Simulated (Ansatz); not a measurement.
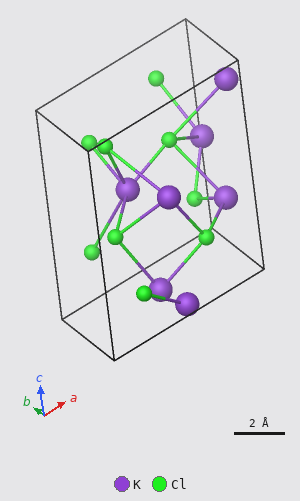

Starting frame of a dynamics run of KCl with a K vacancy (15 atoms in the cell). It starts from the last geometry of an earlier run, with fresh velocities. The picture is a ball-and-stick view of the reduced simulation cell, seen slightly off an axis. Bonds to atoms that aren't drawn are left out. Lengths and directions refer to the drawn axes.

All numbers below come from DFT PBEsol, scalar-relativistic, plane waves, PAW in Ansatz.

Input file:
```yaml
accuracy: low
crystal:
  lattice:
    - [0.0, 6.274726, 6.274726]
    - [6.274726, 0.0, 6.274726]
    - [6.274726, 6.274726, 0.0]
  atoms:
    - { symbol: K, position: [-0.04739507, 0.14461375, -0.10474428] }
    - { symbol: Cl, position: [0.21947734, 0.41146087, 0.40783008] }
    - { symbol: Cl, position: [0.19424683, 0.3007281, 0.87408624] }
    - { symbol: K, position: [-0.06288896, 0.41413104, 0.28143023] }
    - { symbol: Cl, position: [0.23325904, 0.9961386, 0.21333561] }
    - { symbol: K, position: [-0.06863871, 0.74226931, 0.5125918] }
    - { symbol: Cl, position: [0.24750556, 0.81022471, 0.76748204] }
    - { symbol: K, position: [0.52926167, 0.12220213, 0.00799142] }
    - { symbol: Cl, position: [0.73529444, 0.24536675, 0.21313229] }
    - { symbol: K, position: [0.47694671, 0.04974529, 0.55652053] }
    - { symbol: Cl, position: [0.64445198, 0.46232413, 0.67683632] }
    - { symbol: K, position: [0.50442907, 0.56431047, 0.00099666] }
    - { symbol: Cl, position: [0.84941848, 0.78181319, 0.2420531] }
    - { symbol: K, position: [0.37895719, 0.56711101, 0.53410964] }
    - { symbol: Cl, position: [0.7196496, 0.83466428, 0.86338726] }
basis:
  ecutwfc: 420.0
kpoints:
  mp_grid: { grid: [1, 1, 1] }
hamiltonian:
  xc: pbesol
scf:
  occupations: { method: fermi_dirac, width: 0.05 }
  lower_state_search: "off"
md:
  timestep: 2
  n_steps: 320
  ensemble: nvt_nose_hoover
  temperature: 1920.0
  initial_velocities: maxwell_boltzmann
  seed: 979418
  nose_hoover: { tau: 200.0, chain_length: 5 }
```

Command:
```bash
ansatz run input.yaml --threads 1 --pin off --max-ram 3072MiB --backend cpu --events-out ev --progress --plain --runs-dir out
```

> Predict how the run goes.

The mean temperature in the second half is 2334 K (standard deviation 193 K). The potential energy in the second half lies on average 88.8 meV per atom above the first frame. In the second half of the run the atoms are, in the root-mean-square, this far from where they began (common drift taken out): Cl 2.10 Å, K 2.01 Å. That is a large part of the typical shortest distance between atoms in the first frame, about 2.8 Å and still growing: the atoms leave their places as in a liquid.

Along the run (each row but the first and the last is the mean over the interval that it begins):

```json
{"time (fs)": "0.0", "potential energy (meV/atom)": "0.0", "T (K)": "1920"}
{"time (fs)": "80.0", "potential energy (meV/atom)": "49.1", "T (K)": "1623"}
{"time (fs)": "160.0", "potential energy (meV/atom)": "84.0", "T (K)": "1563"}
{"time (fs)": "240.0", "potential energy (meV/atom)": "91.8", "T (K)": "1888"}
{"time (fs)": "320.0", "potential energy (meV/atom)": "75.5", "T (K)": "2435"}
{"time (fs)": "400.0", "potential energy (meV/atom)": "85.3", "T (K)": "2476"}
{"time (fs)": "480.0", "potential energy (meV/atom)": "105.7", "T (K)": "2210"}
{"time (fs)": "560.0", "potential energy (meV/atom)": "89.3", "T (K)": "2214"}
{"time (fs)": "640.0", "potential energy (meV/atom)": "72.8", "T (K)": "2268"}
```

The paths of the atoms:

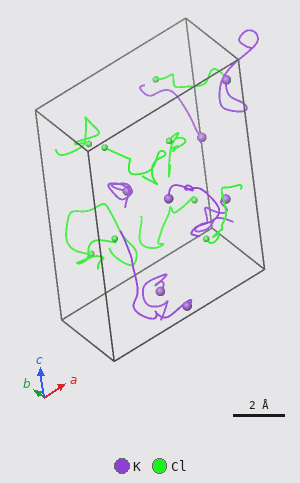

Limits of the set-up: the cell has an odd number of electrons but was run without spin polarisation; the program's low-accuracy preset was used.
